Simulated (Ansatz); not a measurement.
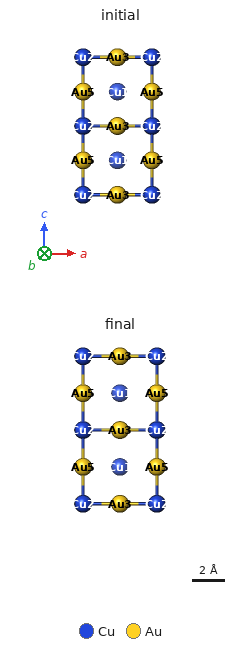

The structure of a crystal of Cu2Au3 (a generated structure, set up in Pm-3m) (coarse preliminary run) before (top) and after (bottom) a relaxation, at one scale.

Style: ball-and-stick. Shown: the cell of the calculation, repeated 1 × 1 × 2 with one cell outlined, along the b axis.

Computed with DFT PBE, scalar-relativistic, plane waves, PAW in Ansatz 0.2.0.

The input:
```yaml
crystal:
  lattice:
    - [4.41159485, 0.0, 0.0]
    - [0.0, 4.41159485, 0.0]
    - [0.0, 0.0, 4.41159485]
  atoms:
    - { symbol: Cu, position: [0.5, 0.5, 0.5] }
    - { symbol: Cu, position: [0.0, 0.0, 0.0] }
    - { symbol: Au, position: [0.5, 0.0, 0.0] }
    - { symbol: Au, position: [0.0, 0.5, 0.0] }
    - { symbol: Au, position: [0.0, 0.0, 0.5] }
basis:
  ecutwfc: 420
kpoints:
  mp_grid: { grid: [4, 4, 4] }
hamiltonian:
  xc: pbe
scf:
  occupations: { method: gaussian, width: 0.1 }
  lower_state_search: "off"
output:
  forces: true
  stress: true
  eigenvalues: true
relax:
  adjacent_minimum: "off"
  f_tol: 0.04
  max_steps: 70
  cell: { stress_tol: 0.4 }
```

Run as
```bash
ansatz run input.yaml --threads 1 --pin off --max-ram 2048MiB --backend cpu --events-out ev --progress --plain --runs-dir out
```

> Summarise the run.

Over 3 accepted moves (4 points after the start) the energy falls by 262 meV per atom. All forces vanish by symmetry, so only the cell relaxes. The pressure goes from 26.15 to 0.13 GPa. At 1 point the geometry stayed and the basis and grid were re-selected for the new cell (energy shift of 2.5 meV per atom at most each time). The atoms keep their places relative to the cell (all moves are under 0.005 Å). The drawn cell changes as follows: a = b = c 4.412 → 4.730 Å (+7.2 %); the volume changes by +23.2 %. Among the contacts that change: Cu2–Au3 2.206 → 2.365 Å. The space group stays Pm-3m (No. 221). The run took 19 s on 1 thread of Arm Neoverse V2, on a shared host, peak memory 0.39 GiB.
